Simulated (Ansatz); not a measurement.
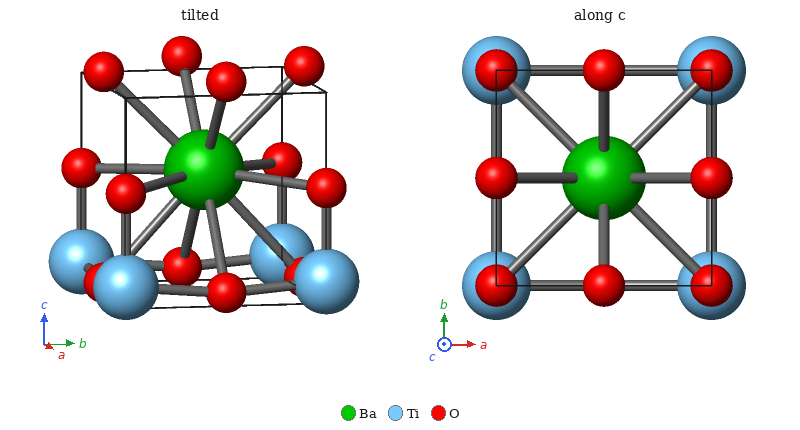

Ball-and-stick drawing of the structure, looking slightly off an axis and along the c axis. One conventional unit cell is framed, with atoms on its boundary repeated.

BaTiO₃, space group P4mm (No. 99), a = 3.972 Å, b = 3.972 Å, c = 4.113 Å, α = 90.00°, β = 90.00°, γ = 90.00°. Provenance: a structure listed in the Materials Project. Earlier steps of the study may have refined or changed the cell and positions. It was the input of a calculation with Ansatz.

This one geometry was computed with Ansatz (DFT, plane waves, PAW) at five levels of theory: PBE0, PBE, HSE06, PBE with spin-orbit coupling and r2SCAN. It was relaxed beforehand with r2SCAN.

Which level gives the highest pressure at this volume, and what does that say about its equilibrium volume?

Highest: PBE (3.2 GPa) and PBE with spin-orbit coupling (3.2 GPa), which points to the largest equilibrium volume. Lowest, with the smallest volume: PBE0 (-2.2 GPa) and HSE06 (-2.1 GPa). Levels within 0.5 GPa of each other can't be told apart.

How does the band gap change with the level of theory?

PBE with spin-orbit coupling: a gap of 1.87 eV, indirect; PBE: a gap of 1.87 eV, indirect; r2SCAN: a gap of 2.23 eV, indirect; HSE06: a gap of 3.31 eV, indirect; PBE0: a gap of 4.06 eV, indirect.

Collect the results in a table.

| level | cutoff (eV) | k-mesh of the run's cell | gap (eV) | pressure (GPa) |
| --- | --- | --- | --- | --- |
| PBE0 | 420 | 4×4×4 | 4.06 | -2.2 |
| PBE | 420 | 6×6×6 | 1.87 | 3.2 |
| HSE06 | 420 | 4×4×4 | 3.31 | -2.1 |
| PBE with spin-orbit coupling | 420 | 6×6×6 | 1.87 | 3.2 |
| r2SCAN | 500 | 6×6×6 | 2.23 | 0.0 |

Gaps are taken on the k-mesh or band path of each run.
